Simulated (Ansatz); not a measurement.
BaHfO3 and related structures: several calculations on one system

Part 1: Relaxation

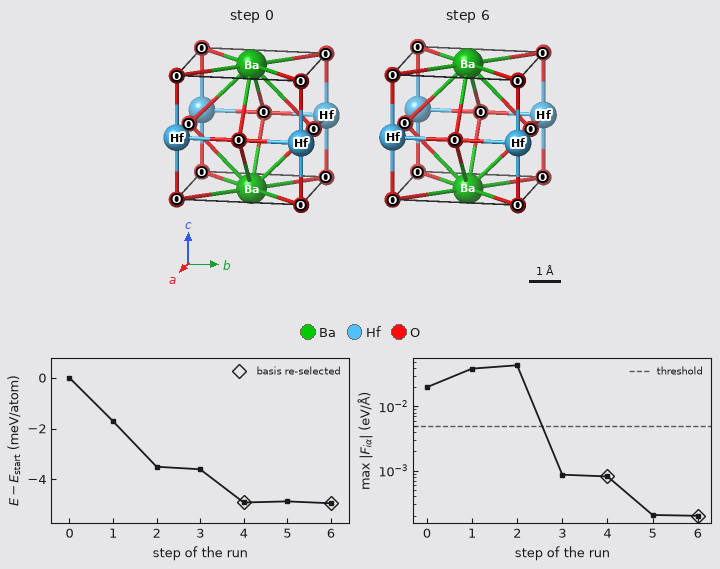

First and last geometry of a relaxation of a crystal of BaHfO$_{3}$ (set up in P4mm), with the history of the run. The picture is a ball-and-stick view of the cell of the calculation, seen slightly off an axis.

The calculation used Ansatz 0.2.0, DFT PBE, scalar-relativistic, plane waves, PAW. (plane-wave cutoff 420 eV; k-point mesh 6 × 6 × 6; occupations gaussian; smearing width 0.02 eV; no spin polarisation; cell and atoms relaxed; force threshold 0.005 eV/Å; at most 80 steps)

Q: Read the history and describe the run.

A: It converged. The atom that moves furthest relative to the cell is the Ba atom (0.007 Å along +c). Largest moves by element: Ba 0.007 Å, O 0.004 Å. Hf stays in place. The volume changes by +2.6 %, with a = b = c 4.170 → 4.206 Å (+0.9 %). Near-neighbour distances that change, for instance: Ba–O 2.941 → 2.974 Å, Hf–O 2.085 → 2.103 Å. The space group (tolerance 0.01 Å) goes from P4mm (No. 99) to Pm-3m (No. 221). Over 4 accepted moves (6 points after the start) the energy falls by 4.9 meV per atom. The largest force component goes from 0.02 to 0.0002 eV/Å. The pressure goes from 4.28 to 0.01 GPa. The SCF was repeated twice at an unchanged geometry on a basis and grid sized afresh for the cell, which shifted the energy by 1.3 meV per atom at most. The run took 24 s on 4 threads of Arm Neoverse V1, on a shared host, peak memory 0.44 GiB.

| step | E − E(0), meV/atom | largest force component, eV/Å | pressure, GPa | volume, Å³/atom | note |
| --- | --- | --- | --- | --- | --- |
| 0 | 0.00 | 0.0200 | 4.28 | 14.501 |  |
| 1 | -1.71 | 0.0389 | -2.05 | 15.059 |  |
| 2 | -3.51 | 0.0439 | -0.11 | 14.877 |  |
| 3 | -3.61 | 0.0009 | 0.00 | 14.867 |  |
| 4 | -4.92 | 0.0008 | 0.17 | 14.867 | same geometry, new basis |
| 5 | -4.88 | 0.0002 | 0.01 | 14.882 |  |
| 6 | -4.95 | 0.0002 | 0.01 | 14.882 | same geometry, new basis |

Part 2: Relaxation

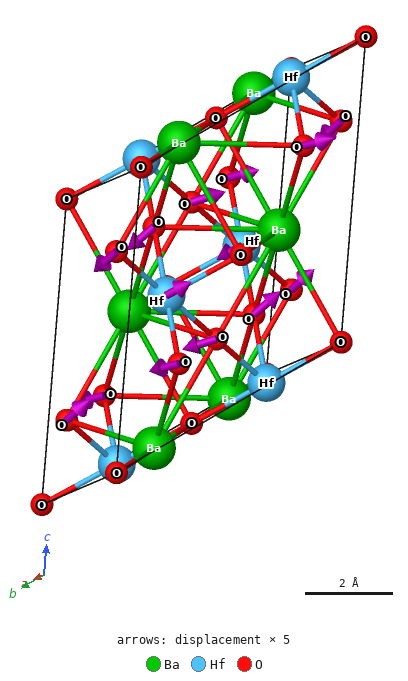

This is a relaxation of a defect cell of composition Ba4Hf4O11 (cell charge +2). The starting structure is drawn; purple arrows show the displacements, 5 times their true length.

Style: ball-and-stick. Shown: the cell of the calculation, from a free direction.

Case: O vacancy after atom 16 has jumped, atoms relaxed.

All numbers below come from DFT PBE, scalar-relativistic, plane waves, PAW in Ansatz 0.2.0. (plane-wave cutoff 420 eV; k-point mesh 4 × 4 × 4; occupations gaussian; smearing width 0.05 eV; no spin polarisation; atoms relaxed in a fixed cell; force threshold 0.02 eV/Å; at most 50 steps)

What happened in the run?

Answer. The energy falls by 1.399 eV per cell of the calculation in 6 geometry steps. Largest force component: 4.5 eV/Å at the start, 0.0012 eV/Å at the end. The largest moves, 0.17 Å, are those of O atoms. Largest moves by element: O 0.17 Å, Hf 0.14 Å, Ba 0.01 Å. The lattice vectors keep their values. Near-neighbour distances that change, for instance: Hf–O 2.103 → 1.961 Å, Ba–O 2.974 → 3.096 Å, Ba–O 2.974 → 2.857 Å, Ba–Hf 3.643 → 3.571 Å. Bond angles that change, for instance: O–Hf–O 180.0° → 163.2°, Hf–O–Hf 180.0° → 167.3°, O–Hf–O 180.0° → 171.4°.

Limits of the set-up: the periodic images lie only 7.3 Å apart, so the values are limited by the cell's size; the cell is charged, on a uniform background, and energies carry no finite-size correction.

Part 3: Path

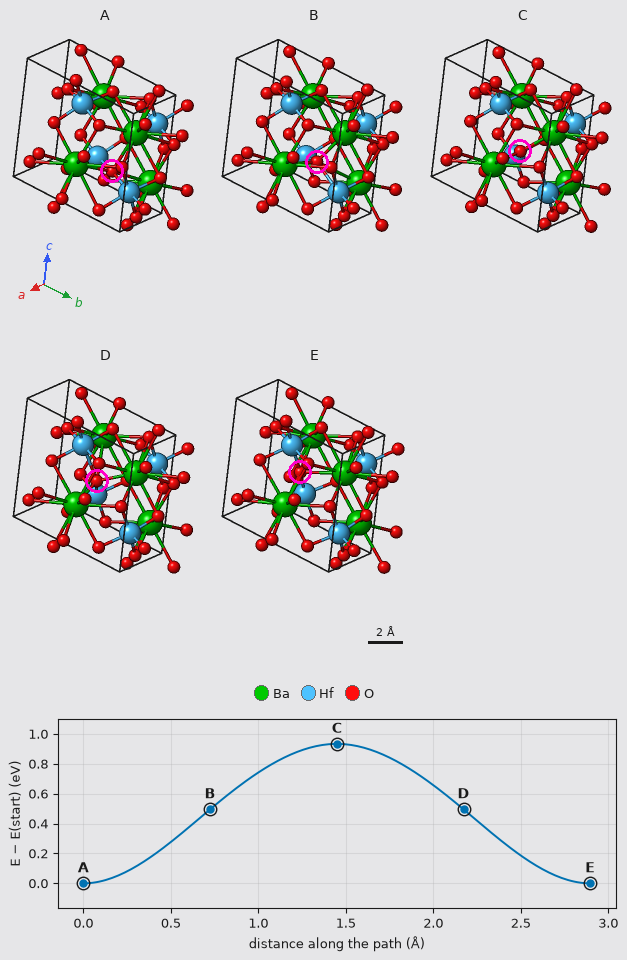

A search for the minimum-energy path of a defect cell of composition Ba4Hf4O11 (cell charge +2) with an O vacancy (19 atoms in the cell) by the nudged elastic band. Images are numbered from 0 (start) to 4 (end). Frames A to E are images 0, 1, 2, 3, 4. Style: ball-and-stick. Shown: the simulation cell (origin moved), slightly off an axis. The moving atom is ringed, with any periodic copies. Bonds to atoms that aren't drawn are left out.

Theory: Ansatz, DFT PBE, scalar-relativistic, plane waves, PAW. Set-up: plane-wave cutoff 420 eV; k-point mesh 4 × 4 × 4; Gaussian smearing 0.05 eV; 3 movable images; no climbing image; force threshold 0.05 eV/Å; iteration limit 60.

Read off the barrier and say what moves.

Answer. The barrier is about 0.93 eV in both directions, with image 2 at the top; the ends have the same energy. It is a vacancy jump: a nearby atom moves into the empty site and leaves its own site empty. An O atom travels furthest, 2.68 Å from end to end, along [0 −1 1], on a path that bends up to 0.20 Å away from the straight line. At the highest image its nearest neighbour (Hf) is 1.92 Å away, against 2.08 Å at the start, and the surrounding atoms stand up to 0.22 Å off the mean of their end positions. The band converged in 8 iterations. The largest component of the band force went from 8.7 to 0.028 eV/Å. No image climbed, so the highest image needn't lie on the saddle point, and the true maximum along this path can be higher.

Limits of the set-up: the periodic images lie only 7.3 Å apart, so the values are limited by the cell's size; the cell is charged, on a uniform background, and energies carry no finite-size correction.

Cost: 27 min on 4 threads of Arm Neoverse V1, with other jobs on the host, peak memory 3.9 GiB.
